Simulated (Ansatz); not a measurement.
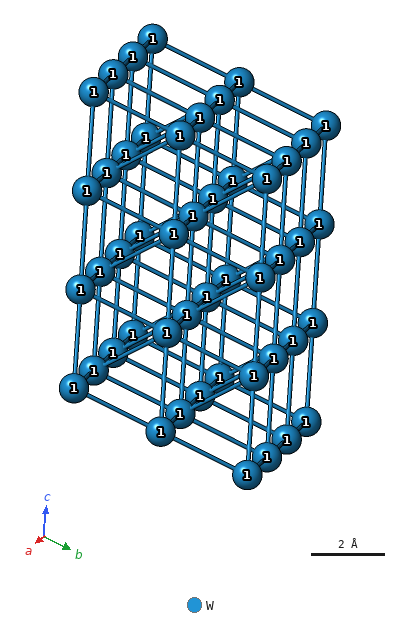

Fig. 1: The structure as given in the input (ball-and-stick view of the cell of the calculation, repeated 3 × 2 × 3, seen slightly off an axis; atoms are numbered from 1 in the order of the input).

## Geometry relaxation, with input and output: W

System: W (1 atom in the cell).
Method: DFT, PBE, PAW with Ansatz's default frozen-core files, scalar-relativistic, no spin polarisation (Ansatz 0.2.0).

The structure was built on a prototype by a generator; it need not be a known phase. It belongs to a series of runs on one base structure; here: bulk cell relaxed. Figures and captions count atoms from 1; the log counts them from 0 in places.

What the program printed
```
Engine: ansatz 0.2.0, aarch64-unknown-linux-gnu
Pseudopotentials: kind: paw
Pseudopotential: W, paw, valence charge 14, recommended cutoff 420 eV (normal), W.paw.azcp
Functional definition: PBE
  parameter kappa = 0.804
  parameter beta = 0.06672455060314922
  exchange = pbe_x(kappa = kappa, mu = beta*pi^2/3)
  correlation = pbe_c(beta = beta)
Crystal: 1 atoms, lattice volume = 16.145 Å³
Basis set: ecut = 420 eV, 321 PW (Γ), exchange–correlation on 40×40×40 points (8 copies of the dense FFT grid, shifted against one another)
Bands: 11, of which v1, the nominal top of the filled ones, is band 7 counted from 1 (6 counted from 0)
Symmetry: 48 space group operations
Space group: Im-3m (ITA 229), of the structure as read, at distance tolerance 2.5e-5 Å
k-points: 220 of 6859
Non-local potential: W, projectors of the file, l = 0: 3, l = 1: 2, l = 2: 2, l = 3: 1
PAW form: soft (Blöchl's): semilocal exchange-correlation on the pseudo side does not see the compensation charge
PAW one-centre angular grid: W, 590 points (default); XC on 64 Gauss nodes
Initial density: superposition of atomic densities (neutral atoms: chi_scale 0, normalization atom), corrected by the library's trained network
Initial wavefunctions: pseudopotential atomic-orbital guess
Functional: x = pbe(κ = 0.804, μ = 0.2195149727645171), c = pbe(β = 0.06672455060314922)
SCF iter   1: F=—  HF=-10384.831707 eV  |F-HF|=—  |Δ(HF+E_count)|=         —  Δρ=1.55e-3  dr2=1.39e-4  ethr=1.77e-3  ⟨swp⟩=5.0  Hψ=12724  notcnv=0
preconditioner: auto → none  [metal: Δε(μ)=0.033 eV  Ē_g=8.887 eV  σ=0.100 eV  W_gap=0.08  n_scr=0 (ndim 8)  ℏωp=22.6 eV  f_vac=0.000  D(μ)=0.43/eV (n_scr^D=0)]
SCF iter   2: F=—  HF=-10384.831444 eV  |F-HF|=—  |Δ(HF+E_count)|=   2.63e-4  Δρ=7.77e-4  dr2=2.74e-5  ethr=9.89e-7  ⟨swp⟩=2.3  Hψ=5522  notcnv=0
SCF iter   3: F=—  HF=-10384.831473 eV  |F-HF|=—  |Δ(HF+E_count)|=   2.94e-5  Δρ=1.33e-4  dr2=1.95e-6  ethr=1.96e-7  ⟨swp⟩=2.0  Hψ=3731  notcnv=0
SCF iter   4: F=—  HF=-10384.831473 eV  |F-HF|=—  |Δ(HF+E_count)|=   1.27e-7  Δρ=8.97e-5  dr2=1.01e-6  ethr=1.39e-8  ⟨swp⟩=2.0  Hψ=3973  notcnv=0
SCF iter   5: F=—  HF=-10384.831473 eV  |F-HF|=—  |Δ(HF+E_count)|=   3.57e-7  Δρ=4.12e-5  dr2=2.14e-7  ethr=7.23e-9  ⟨swp⟩=2.0  Hψ=3592  notcnv=0
SCF iter   6: F=-10384.831473 eV  HF=-10384.831473 eV  |F-HF|=8.88e-9  |Δ(HF+E_count)|=   8.92e-8  Δρ=9.36e-6  dr2=1.11e-8  ethr=7.14e-10  ⟨swp⟩=4.3  Hψ=7820  notcnv=0
SCF 1 converged in 6 iterations: F = -10384.831473 eV  dr2 = 1.11e-8
  greatest PAW one-centre occupation: 1.000 electrons in one spin orbital (limit 2), on the W atom at site 0 (counted from 0), in its partial waves of l = 0
relax step   1: F+E_penalty+E_count = -10384.83147252 eV  Δ(F+E_penalty+E_count) = +0.000e0 eV  max|allowed force component| = 0.000e0 eV/Å  Δτ_max = 0.0000 Å  P = -0.237 GPa  Ω = 16.145 Å³  (6 SCF iters, dr2 threshold 1.00e-7 eV, accepted)
Crystal: 1 atoms, lattice volume = 16.096 Å³
Initial density: handed on by an earlier stage of this run
Initial wavefunctions: those handed on with the density
iter 1 solved again at ethr=1.34e-8 eV; its pass at ethr=3.10e-3 eV (dr2=1.88e-6 eV) is discarded
SCF iter   1: F=—  HF=-10384.831429 eV  |F-HF|=—  |Δ(HF+E_count)|=         —  Δρ=1.07e-4  dr2=5.32e-7  ethr=1.34e-8  ⟨swp⟩=2.1  Hψ=16001  notcnv=0
preconditioner: auto → none  [metal: Δε(μ)=0.037 eV  Ē_g=8.918 eV  σ=0.100 eV  W_gap=0.09  n_scr=0 (ndim 8)  ℏωp=22.7 eV  f_vac=0.000  D(μ)=0.43/eV (n_scr^D=0)]
SCF iter   2: F=-10384.831428 eV  HF=-10384.831428 eV  |F-HF|=1.19e-7  |Δ(HF+E_count)|=   1.09e-6  Δρ=5.16e-5  dr2=9.72e-8  ethr=7.14e-10  ⟨swp⟩=2.8  Hψ=9068  notcnv=0
SCF 2 converged in 2 iterations: F = -10384.831428 eV  dr2 = 9.72e-8
relax step   2: F+E_penalty+E_count = -10384.83142773 eV  Δ(F+E_penalty+E_count) = +4.480e-5 eV  max|allowed force component| = 0.000e0 eV/Å  Δτ_max = 0.0000 Å  P = +0.681 GPa  Ω = 16.096 Å³  energy of the carried Pulay correction = +2.245e-5 eV  (2 SCF iters, dr2 threshold 1.00e-7 eV, rejected (line search))
Crystal: 1 atoms, lattice volume = 16.132 Å³
iter 1 solved again at ethr=4.66e-9 eV; its pass at ethr=3.10e-3 eV (dr2=6.52e-7 eV) is discarded
SCF iter   1: F=—  HF=-10384.831489 eV  |F-HF|=—  |Δ(HF+E_count)|=         —  Δρ=2.83e-5  dr2=5.64e-8  ethr=4.66e-9  ⟨swp⟩=2.3  Hψ=16147  notcnv=0
preconditioner: auto → none  [metal: Δε(μ)=0.031 eV  Ē_g=8.897 eV  σ=0.100 eV  W_gap=0.08  n_scr=0 (ndim 8)  ℏωp=22.6 eV  f_vac=0.000  D(μ)=0.43/eV (n_scr^D=0)]
SCF iter   2: F=—  HF=-10384.831488 eV  |F-HF|=—  |Δ(HF+E_count)|=   1.40e-6  Δρ=1.18e-5  dr2=4.98e-9  ethr=4.03e-10  ⟨swp⟩=2.4  Hψ=3928  notcnv=0
SCF iter   3: F=—  HF=-10384.831488 eV  |F-HF|=—  |Δ(HF+E_count)|=   5.46e-9  Δρ=3.24e-6  dr2=3.66e-10  ethr=3.56e-11  ⟨swp⟩=2.0  Hψ=2660  notcnv=0
SCF iter   4: F=-10384.831488 eV  HF=-10384.831488 eV  |F-HF|=3.64e-12  |Δ(HF+E_count)|=  5.09e-10  Δρ=1.63e-7  dr2=1.13e-12  ethr=1.00e-12  ⟨swp⟩=4.5  Hψ=10787  notcnv=0
SCF 3 converged in 4 iterations: F = -10384.831488 eV  dr2 = 1.13e-12
relax step   3: F+E_penalty+E_count = -10384.83148772 eV  Δ(F+E_penalty+E_count) = -1.519e-5 eV  max|allowed force component| = 0.000e0 eV/Å  Δτ_max = 0.0000 Å  P = -0.000 GPa  Ω = 16.132 Å³  energy of the carried Pulay correction = +5.812e-6 eV  (4 SCF iters, accepted)
Initial wavefunctions: pseudopotential atomic-orbital guess (no wavefunctions were taken with the density)
iter 1 solved again at ethr=3.64e-8 eV; its pass at ethr=3.10e-3 eV (dr2=5.10e-6 eV) is discarded
SCF iter   1: F=—  HF=-10384.831486 eV  |F-HF|=—  |Δ(HF+E_count)|=         —  Δρ=1.92e-6  dr2=9.90e-11  ethr=3.64e-8  ⟨swp⟩=3.0  Hψ=19756  notcnv=0
eigensolver tolerance schedule: the retry pair's looser diagonalisation over-reported the residual by 51537.00 of it (diagonalisation noise at 1.54 of the residual, at the tolerance the schedule requests for it); recorded, not acted on — ethr = c·dr2/N_el stays at c = 1.0e-1
SCF iter   2: F=—  HF=-10384.831483 eV  |F-HF|=—  |Δ(HF+E_count)|=   3.04e-6  Δρ=7.97e-7  dr2=1.26e-11  ethr=1.00e-12  ⟨swp⟩=3.4  Hψ=5086  notcnv=0
SCF iter   3: F=-10384.831483 eV  HF=-10384.831483 eV  |F-HF|=7.28e-12  |Δ(HF+E_count)|=  9.09e-12  Δρ=2.36e-7  dr2=1.21e-12  ethr=1.00e-12  ⟨swp⟩=5.1  Hψ=8641  notcnv=0
SCF 4 converged in 3 iterations: F = -10384.831483 eV  dr2 = 1.21e-12
relax step   4: F+E_penalty+E_count = -10384.83148337 eV  Δ(F+E_penalty+E_count) = +4.348e-6 eV  max|allowed force component| = 0.000e0 eV/Å  Δτ_max = 0.0000 Å  P = -0.000 GPa  Ω = 16.132 Å³  stress off target by 4.34e-4 GPa  SCF on the basis re-selected at this cell (its energy is not comparable with the rows above)  (3 SCF iters)
```

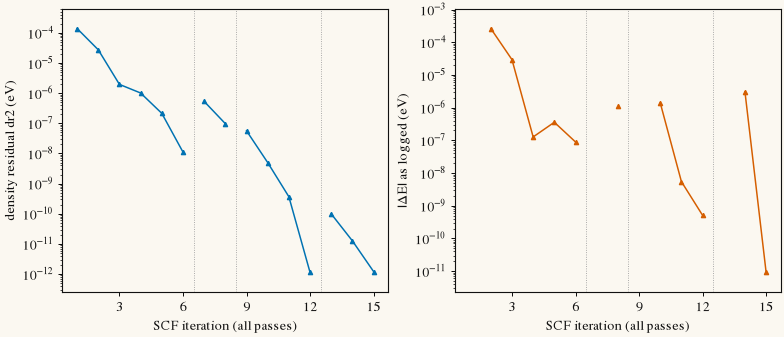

Fig. 2: Convergence of the self-consistent field: density residual dr2 and size of the energy change against the SCF iteration. The dotted lines part the SCF passes of the relaxation: geometry steps, rejected trials and re-solves on a re-selected basis. The passes take 6, 2, 4 and 3 iterations.

```
basis re-selected at this cell: Δ(F+E_penalty+E_count) = +4.348e-6 eV, ΔP = +0.000 GPa vs the last step (what re-selecting the basis moved, of the pressure what is left beyond the Pulay correction that the steps carried, after the strain that the cell walked since its last selection, with what the two solves' SCF thresholds leave and, on support functions, any second-order correction that the steps lacked; it is no measure of the basis error at this ecutwfc). This SCF's stress stands 4.34e-4 GPa from its target on what of the cell is left free (relax.cell.stress_tol is 5.00e-2 GPa) and its largest allowed force component is 0.00e0 eV/Å (relax.f_tol is 5.00e-3 eV/Å): within both
SCF converged after 3 iterations
Free energy (F): -10384.831483 eV
Harris-Foulkes:  -10384.831483 eV  (|F-HF|=7.28e-12)
Internal energy: -10384.817024 eV  (E = F + TS)
E sigma→0 (E₀):  -10384.824254 eV
Entropy (-TS):   -0.014459 eV (-14.459 meV/atom)
Fermi energy:    22.151159 eV
--- Per-component energies (eV) ---
  E_band       = -87.402564
  E_kinetic    = 449.505892
  E_local      = -610.755119  (includes V_loc(G=0)·N_el)
  E_nonlocal   = 0.279582
  E_hartree    = 218.538392
  E_xc         = -266.832299
  E_vxc        = -238.646446  (∫ρ·V_xc dr)
  E_paw        = -8562.389110  (= ΣΔE_a)
  E_vpaw       = -124.863185  (= ΣTr[D̂ρ^β])
  E_aug_tail   = -0.000063  (compensation charges beyond the density's cutoff)
  E_ewald      = -1613.164299
  E_smearing   = -0.014459  (= −TS)
  E_closure    = 0.000000  (closes the sum)
  Σ components = -10384.831483   (vs F -10384.831483, Δ=0.00e0)
--- Forces (eV/Å), atoms counted from 1 ---
  atom   1  W     -0.00000000     0.00000000     0.00000000
  max |Σ_I F_I| component: 1.07e-31 eV/Å
--- Stress (GPa, compression-positive) ---
       -0.000434      -0.000000      -0.000000
       -0.000000      -0.000434       0.000000
        0.000000      -0.000000      -0.000434
  P = ⅓ Tr σ = -0.0004 GPa (-0.004 kbar)
--- Relaxed structure (3 steps of the walk, 2 accepted, 1 SCFs on fresh bases) ---
  F+E_penalty+E_count = -10384.83148337 eV   max|allowed force component| = 0.000e0 eV/Å   (the final SCF, on the basis selected at the relaxed cell)
  cell:  # Å, volume = 16.1323 Å³
    - [-1.5917658879266416, 1.5917658879266416, 1.5917658879266416]
    - [1.5917658879266416, -1.5917658879266416, 1.5917658879266416]
    - [1.5917658879266416, 1.5917658879266416, -1.5917658879266416]
  atoms:
    - { symbol: W, position: [0.0, 0.0, 0.0] }
```

Trajectory as extended XYZ (Å, eV, eV/Å), 4 frames, from step=1 to step=4
```
1
Lattice="-1.5922 1.5922 1.5922 1.5922 -1.5922 1.5922 1.5922 1.5922 -1.5922" Properties=species:S:1:pos:R:3:forces:R:3 step=1 energy=-10384.83147 pressure_GPa=-0.24
W     0.0000    0.0000    0.0000    0.0000   0.0000   0.0000
1
Lattice="-1.5906 1.5906 1.5906 1.5906 -1.5906 1.5906 1.5906 1.5906 -1.5906" Properties=species:S:1:pos:R:3:forces:R:3 step=2 energy=-10384.83143 pressure_GPa=0.68 accepted=F
W     0.0000    0.0000    0.0000    0.0000   0.0000   0.0000
1
Lattice="-1.5918 1.5918 1.5918 1.5918 -1.5918 1.5918 1.5918 1.5918 -1.5918" Properties=species:S:1:pos:R:3:forces:R:3 step=3 energy=-10384.83149 pressure_GPa=-0.00
W     0.0000    0.0000    0.0000    0.0000   0.0000   0.0000
1
Lattice="-1.5918 1.5918 1.5918 1.5918 -1.5918 1.5918 1.5918 1.5918 -1.5918" Properties=species:S:1:pos:R:3:forces:R:3 step=4 energy=-10384.83148 pressure_GPa=-0.00
W     0.0000    0.0000    0.0000    0.0000   0.0000   0.0000
```

This output came from the following input.

Input file
```yaml
crystal:
  lattice:
    - [-1.5921819128, 1.5921819128, 1.5921819128]
    - [1.5921819128, -1.5921819128, 1.5921819128]
    - [1.5921819128, 1.5921819128, -1.5921819128]
  atoms:
    - { symbol: W, position: [0.0, 0.0, 0.0] }
kpoints:
  mp_grid: { grid: [19, 19, 19] }
scf:
  occupations: { method: fermi_dirac, width: 0.1 }
hamiltonian:
  xc: pbe
  pseudopotentials: { kind: paw }
output:
  forces: true
  stress: true
relax:
  f_tol: 0.005
  max_steps: 40
  cell: {}
```

Command:
```bash
ansatz run input.yaml --threads 2 --pin off --max-ram 4096MiB --backend cpu --events-out ev --progress --plain --runs-dir out
```

Results in brief

- outcome: converged
- space group (tolerance 0.01 Å): Im-3m (229)
- electrons treated: 14
- free energy: −10384.8315 eV
- Fermi energy: 22.151 eV
- pressure: 0.00 GPa
- final volume: 16.13 Å³
- largest force (length of the vector) at the end: under 0.001 eV/Å
- final cell: a = 2.757 Å, b = 2.757 Å, c = 2.757 Å, α = 109.47°, β = 109.47°, γ = 109.47°
- hardware: 2 threads of Arm Neoverse V1, 24 GiB of memory available, shared host
- wall time: 3.8 s (CPU time 7.2 s)
- peak memory: 0.32 GiB

Remarks

Spin–orbit coupling is left out, which matters for W.
